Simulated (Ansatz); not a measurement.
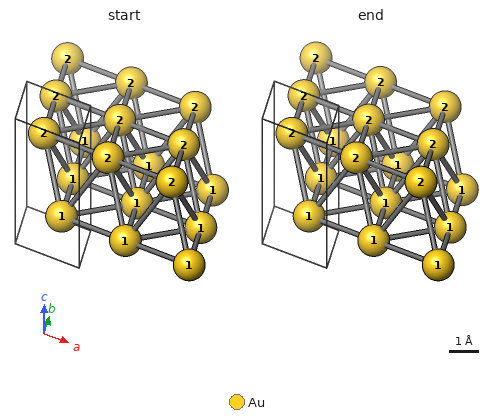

The structure of solid Au (set up in Cmcm) before (left) and after (right) a relaxation, at one scale.

The picture is a ball-and-stick view of the cell of the calculation, repeated 3 × 3 × 1 with one cell outlined, seen from a free direction.

These are results of DFT PBE, scalar-relativistic, plane waves, PAW in Ansatz 0.2.0, not measurements.

Input file:
```yaml
crystal:
  lattice:
    - [1.411309965, -2.555933025, 0.0]
    - [1.411309965, 2.555933025, 0.0]
    - [0.0, 0.0, 4.89316961]
  atoms:
    - { symbol: Au, position: [0.66532797, 0.33467203, 0.25] }
    - { symbol: Au, position: [0.33467203, 0.66532797, 0.75] }
basis:
  ecutwfc: 420
kpoints:
  mp_grid: { grid: [16, 16, 10] }
hamiltonian:
  xc: pbe
scf:
  occupations: { method: gaussian, width: 0.1 }
output:
  forces: true
  stress: true
  eigenvalues: true
relax:
  adjacent_minimum: "off"
  f_tol: 0.005
  max_steps: 80
  cell: { stress_tol: 0.05 }
```

Command:
```bash
ansatz run input.yaml --threads 1 --pin off --max-ram 3072MiB --backend cpu --events-out ev --progress --plain --runs-dir out
```

> What changed between the two?

After 2 accepted moves (4 points after the start) the energy has fallen by 9.0 meV per cell of the calculation. The largest force component goes from 0.015 to 0.0025 eV/Å. The pressure goes from 3.16 to −0.01 GPa. The line search rejected the trial step at point 1 of the run. The SCF was repeated once at an unchanged geometry on a basis and grid sized afresh for the cell, which shifted the energy by 0.2 meV per cell of the calculation at most. The largest moves relative to the cell, 0.007 Å, are those of Au1 and Au2. Au1 goes along [−1 1 0]. The drawn cell changes as follows: a = b 2.920 → 2.943 Å (+0.8 %), c 4.893 → 4.892 Å (0.0 %), γ 122.2° → 121.7°; the volume changes by +2.1 %. Among the contacts that change: Au1–Au1 2.823 → 2.865 Å, Au1–Au1 (another image) 2.920 → 2.943 Å, Au1–Au2 2.954 → 2.970 Å. The space group stays Cmcm (No. 63). Cost: 2.7 min on 1 thread of Intel(R) Xeon(R) Processor @ 2.50GHz (Skylake/Cascade Lake) (shared host), peak memory 0.58 GiB.
